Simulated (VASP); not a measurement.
# Geometry relaxation of Ge (part 1 of 2)

System: Ge (Fd-3m, 2 atoms in the cell).
Method: Kohn-Sham DFT of a periodic cell, PBEsol, VASP PAW PBE potentials, recommended, no spin polarisation (VASP 6.6.1).

The structure derives from an entry of the Crystallography Open Database.

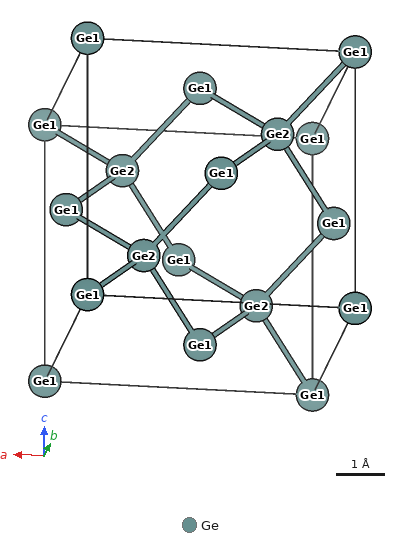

Figure 1. The starting structure (ball-and-stick view of the cell 4 times as large as that of the calculation, set on its symmetry axes, seen at an oblique angle; atoms are numbered from 1 in the order of the input). Near neighbours in the crystal (not all of them lie inside the picture): Ge has 4 Ge at 2.45 Å.

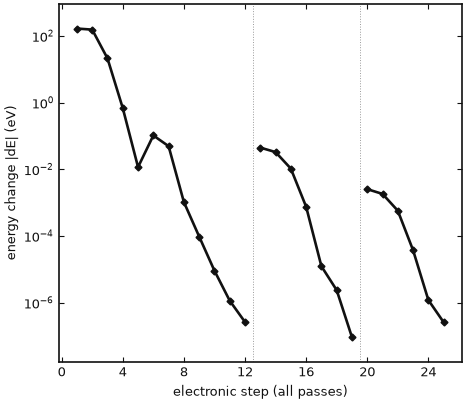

Figure 2. Convergence of the self-consistent field: energy change |dE| against the electronic step. Each stretch between dotted lines is the SCF of one geometry step of a relaxation. The 3 ionic steps take 6 to 12 electronic steps each. The density is held fixed in the first few steps, and dE rises again when its update begins.

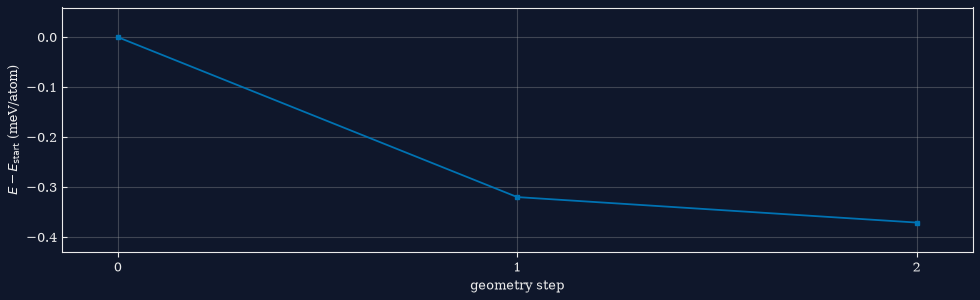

Figure 3. Progress of the relaxation, step by step (steps are counted from 0). Over 2 geometry steps the energy falls by 0.4 meV per atom. All forces vanish by symmetry, so only the cell relaxes. The atoms keep their places relative to the cell (all moves are under 0.005 Å). The volume changes by +0.9 %, with a = b = c 5.658 → 5.675 Å (+0.3 %). Distances before and after: Ge1–Ge2 2.450 → 2.457 Å. The space group stays Fd-3m (No. 227). (Atoms are counted from 1 in the order of the input.)

The input that produced these results follows, with the program's output.

## INCAR
```
SYSTEM = Ge
PREC     = Accurate       ! precision mode
ENCUT    = 600            ! plane-wave cutoff, eV
EDIFF    = 1E-6           ! SCF threshold, eV
ISMEAR   = 0              ! smearing method
SIGMA    = 0.03           ! smearing width, eV
LREAL    = .False.        ! projectors in reciprocal space
LASPH    = .True.         ! aspherical terms in the spheres
NELM     = 80             ! most SCF steps
ALGO     = Normal         ! electronic algorithm
ISIF     = 3              ! what is computed and relaxed
LWAVE    = .False.        ! write WAVECAR
LCHARG   = .False.        ! write CHGCAR
GGA      = PS             ! functional
IBRION   = 2              ! ionic algorithm
NSW      = 90             ! ionic steps
EDIFFG   = -0.01          ! ionic threshold
KPAR     = 4
```

## KPOINTS
```
Automatic mesh
0
Gamma
  10 10 10
  0 0 0
```

## POSCAR
```
Ge
1.0
    0.0000000000      2.8289100000      2.8289100000
    2.8289100000      0.0000000000      2.8289100000
    2.8289100000      2.8289100000      0.0000000000
Ge
2
Direct
    0.0000000000      0.0000000000      0.0000000000
    0.2500000000      0.2500000000      0.2500000000
```

Launch command:
```bash
cat potpaw_PBE.64/Ge_d/POTCAR > POTCAR
mpirun -np 4 vasp_std > vasp.out
```

## OSZICAR
```
N       E                     dE             d eps       ncg     rms          rms(c)
DAV:   1     0.167652923311E+03    0.16765E+03   -0.16483E+04  1732   0.456E+03
DAV:   2     0.120143597297E+02   -0.15564E+03   -0.15292E+03  1708   0.565E+02
DAV:   3    -0.932180995602E+01   -0.21336E+02   -0.21100E+02  1826   0.153E+02
DAV:   4    -0.100116673735E+02   -0.68986E+00   -0.68785E+00  1954   0.317E+01
DAV:   5    -0.100233817704E+02   -0.11714E-01   -0.11711E-01  1920   0.422E+00    0.326E+00
DAV:   6    -0.991923265812E+01    0.10415E+00   -0.41371E-02  2038   0.269E+00    0.186E+00
DAV:   7    -0.986951482475E+01    0.49718E-01   -0.73546E-02  1780   0.286E+00    0.156E-01
DAV:   8    -0.987056289754E+01   -0.10481E-02   -0.74077E-03  1940   0.141E+00    0.484E-02
DAV:   9    -0.987065957883E+01   -0.96681E-04   -0.33320E-04  1962   0.314E-01    0.923E-03
DAV:  10    -0.987066873441E+01   -0.91556E-05   -0.20976E-05  1944   0.545E-02    0.503E-03
DAV:  11    -0.987066988723E+01   -0.11528E-05   -0.36682E-06  1842   0.284E-02    0.127E-03
DAV:  12    -0.987066962305E+01    0.26418E-06   -0.74680E-07   952   0.184E-02
   1 F= -.98706696E+01 E0= -.98706429E+01  d E =-.987067E+01
       N       E                     dE             d eps       ncg     rms          rms(c)
DAV:   1    -0.991568651349E+01   -0.45017E-01   -0.64419E-01  2236   0.173E+01    0.123E+00
DAV:   2    -0.988263045883E+01    0.33056E-01   -0.46341E-02  2200   0.458E+00    0.617E-01
DAV:   3    -0.987208268322E+01    0.10548E-01   -0.18265E-02  2228   0.254E+00    0.142E-01
DAV:   4    -0.987132427256E+01    0.75841E-03   -0.21429E-03  2160   0.995E-01    0.310E-02
DAV:   5    -0.987131184116E+01    0.12431E-04   -0.16598E-04  2116   0.261E-01    0.227E-02
DAV:   6    -0.987130945144E+01    0.23897E-05   -0.13154E-05  2116   0.766E-02    0.895E-04
DAV:   7    -0.987130935882E+01    0.92627E-07   -0.50754E-07   964   0.126E-02
   2 F= -.98713094E+01 E0= -.98712862E+01  d E =-.639736E-03
       N       E                     dE             d eps       ncg     rms          rms(c)
DAV:   1    -0.987386541513E+01   -0.25560E-02   -0.35095E-02  2236   0.396E+00    0.292E-01
DAV:   2    -0.987202644942E+01    0.18390E-02   -0.26150E-03  2202   0.110E+00    0.145E-01
DAV:   3    -0.987144976014E+01    0.57669E-03   -0.97602E-04  2226   0.588E-01    0.345E-02
DAV:   4    -0.987141226396E+01    0.37496E-04   -0.11477E-04  2166   0.230E-01    0.722E-03
DAV:   5    -0.987141106134E+01    0.12026E-05   -0.85371E-06  1746   0.592E-02    0.510E-03
DAV:   6    -0.987141132151E+01   -0.26017E-06   -0.54220E-07   878   0.162E-02
   3 F= -.98714113E+01 E0= -.98713882E+01  d E =-.741698E-03
```

## Parts of OUTCAR
```
SYSTEM = Ge
   PREC = Accurate
   ENCUT = 600
   EDIFF = 1E-6
   ISMEAR = 0
   LREAL = .False.
   LASPH = .True.
   NELM = 80
   ISIF = 3
   GGA = PS
   IBRION = 2
   NSW = 90
   EDIFFG = -0.01

 ion  position               nearest neighbor table
   1  0.000  0.000  0.000-   2 2.45   2 2.45   2 2.45   2 2.45
   2  0.250  0.250  0.250-   1 2.45   1 2.45   1 2.45   1 2.45

  LATTYP: Found a face centered cubic cell.
 ALAT       =     5.6578200000

  Lattice vectors:

 A1 = (   0.0000000000,   2.8289100000,   2.8289100000)
 A2 = (   2.8289100000,   0.0000000000,   2.8289100000)
 A3 = (   2.8289100000,   2.8289100000,   0.0000000000)

Analysis of symmetry for initial positions (statically):
=====================================================================
 Subroutine PRICEL returns:
 Original cell was already a primitive cell.

 Routine SETGRP: Setting up the symmetry group for a
 face centered cubic supercell.

 Subroutine GETGRP returns: Found 48 space group operations
 (whereof 24 operations were pure point group operations)
 out of a pool of 48 trial point group operations.

The static configuration has the point symmetry T_d .
 The point group associated with its full space group is O_h .

Analysis of symmetry for dynamics (positions and initial velocities):
=====================================================================
 Subroutine PRICEL returns:
 Original cell was already a primitive cell.

 Routine SETGRP: Setting up the symmetry group for a
 face centered cubic supercell.

 Subroutine GETGRP returns: Found 48 space group operations
 (whereof 24 operations were pure point group operations)
 out of a pool of 48 trial point group operations.

The dynamic configuration has the point symmetry T_d .
 The point group associated with its full space group is O_h .

 Subroutine INISYM returns: Found 48 space group operations
 (whereof 24 operations are pure point group operations),
 and found     1 'primitive' translations

----------------------------------------------------------------------------------------

                                     Primitive cell

  volume of cell :      45.2780

  direct lattice vectors                    reciprocal lattice vectors
     0.000000000  2.828910000  2.828910000    -0.176746521  0.176746521  0.176746521
     2.828910000  0.000000000  2.828910000     0.176746521 -0.176746521  0.176746521
     2.828910000  2.828910000  0.000000000     0.176746521  0.176746521 -0.176746521

  length of vectors
     4.000682889  4.000682889  4.000682889     0.306133954  0.306133954  0.306133954

  position of ions in fractional coordinates (direct lattice)
     0.000000000  0.000000000  0.000000000
     0.250000000  0.250000000  0.250000000

  ion indices of the primitive-cell ions
   primitive index   ion index
                 1           1
                 2           2

----------------------------------------------------------------------------------------

 KPOINTS: Automatic mesh

Automatic generation of k-mesh.
 Grid dimensions read from file:
 generate k-points for:   10   10   10

 Generating k-lattice:

  Cartesian coordinates                     Fractional coordinates (reciprocal lattice)
    -0.017674652  0.017674652  0.017674652     0.100000000  0.000000000  0.000000000
     0.017674652 -0.017674652  0.017674652     0.000000000  0.100000000  0.000000000
     0.017674652  0.017674652 -0.017674652     0.000000000  0.000000000  0.100000000

  Length of vectors
     0.030613395  0.030613395  0.030613395

  Shift w.r.t. Gamma in fractional coordinates (k-lattice)
     0.000000000  0.000000000  0.000000000

 Subroutine IBZKPT returns following result:
 ===========================================

 Found     47 irreducible k-points:

 Following reciprocal coordinates:
            Coordinates               Weight
  0.000000  0.000000  0.000000      1.000000
  0.100000  0.000000  0.000000      8.000000
  0.200000  0.000000  0.000000      8.000000
  0.300000  0.000000  0.000000      8.000000
  0.400000  0.000000  0.000000      8.000000
  0.500000  0.000000  0.000000      4.000000
  0.100000  0.100000  0.000000      6.000000
  0.200000  0.100000  0.000000     24.000000
  0.300000  0.100000  0.000000     24.000000
  0.400000  0.100000  0.000000     24.000000
  0.500000  0.100000  0.000000     24.000000
 -0.400000  0.100000  0.000000     24.000000
 -0.300000  0.100000  0.000000     24.000000
 -0.200000  0.100000  0.000000     24.000000
 -0.100000  0.100000  0.000000     12.000000
  0.200000  0.200000  0.000000      6.000000
  0.300000  0.200000  0.000000     24.000000
  0.400000  0.200000  0.000000     24.000000
  0.500000  0.200000  0.000000     24.000000
 -0.400000  0.200000  0.000000     24.000000
 -0.300000  0.200000  0.000000     24.000000
 -0.200000  0.200000  0.000000     12.000000
  0.300000  0.300000  0.000000      6.000000
  0.400000  0.300000  0.000000     24.000000
 [... further k-points ...]
   k-points           NKPTS =     47   k-points in BZ     NKDIM =     47   number of bands    NBANDS=     18
   number of dos      NEDOS =    301   number of ions     NIONS =      2
   total plane-waves  NPLWV =  32768
   dimension x,y,z NGX =    32 NGY =   32 NGZ =   32
   dimension x,y,z NGXF=    64 NGYF=   64 NGZF=   64
   ions per type =               2
   NGX,Y,Z   is equivalent  to a cutoff of  13.30, 13.30, 13.30 a.u.
   NGXF,Y,Z  is equivalent  to a cutoff of  26.59, 26.59, 26.59 a.u.
 SYSTEM =  Ge
   PREC   = accura    normal or accurate (medium, high low for compatibility)
   ISTART =      0    job   : 0-new  1-cont  2-samecut
   ICHARG =      2    charge: 1-file 2-atom 10-const
   ISPIN  =      1    spin polarized calculation?
   LNONCOLLINEAR =      F non collinear calculations
   LSORBIT =      F    spin-orbit coupling
   LASPH  =      T    aspherical Exc in radial PAW
   ENCUT  =  600.0 eV  44.10 Ry    6.64 a.u.   7.99  7.99  7.99*2*pi/ulx,y,z
   NELM   =     80;   NELMIN=  2; NELMDL= -5     # of ELM steps
   EDIFF  = 0.1E-05   stopping-criterion for ELM
   LREAL  =      F    real-space projection
   EDIFFG = -.1E-01   stopping-criterion for IOM
   NSW    =     90    number of steps for IOM
   IBRION =      2    ionic relax: 0-MD 1-quasi-New 2-CG
   NFREE  =      1    steps in history (QN), initial steepest desc. (CG)
   ISIF   =      3    stress and relaxation
   ISYM   =      2    0-nonsym 1-usesym 2-fastsym
   POTIM  = 0.5000    time-step for ionic-motion
   TEBEG  =    0.0;   TEEND  =   0.0 temperature during run
   PSTRESS=    0.0 pullay stress
   NELECT =      28.0000    total number of electrons
   NUPDOWN=      -1.0000    fix difference up-down
   EMIN   =  10.00;   EMAX   =-10.00  energy-range for DOS
   EFERMI =   0.00;   METHOD = LEGACY
   ISMEAR =     0;   SIGMA  =   0.03  broadening in eV -4-tet -1-fermi 0-gaus
   EFERMI_NEDOS =   21; number of points for ismear=-14 and -15
   IALGO  =     38    algorithm
   IMIX   =      4    mixing-type and parameters
     AMIX     =   0.40;   BMIX     =  1.00
     AMIX_MAG =   1.60;   BMIX_MAG =  1.00
  volume/ion in A,a.u.               =      22.64       152.78
  Fermi-wavevector in a.u.,A,eV,Ry     =   1.394756  2.635708 26.468033  1.945346
  Thomas-Fermi vector in A             =   2.518275
   LORBIT       =      0    0 simple, 1 ext, 2 COOP (PROOUT), +10 PAW based schemes
   GGA     = PS    functional components
   LHFCALC =     F    Hartree Fock is set to
   AEXX    =    0.0000 exact exchange contribution
   IVDW    =     0    specifies the selected vdW correction
   LEPSILON=     F    determine dielectric tensor
   LRPA    =     F    only Hartree local field effects (RPA)
 conjugate gradient relaxation of ions
 non-spin polarized calculation
 Gauss-broadening in eV      SIGMA  =   0.03
  energy-cutoff  :      600.00
  volume of cell :       45.28
 maximum number of plane-waves:      1524
   NGX = 15   NGY = 15   NGZ = 15

--------------------------------------- Ionic step        1  -------------------------------------------

 number of electron      28.0000013 magnetization
```
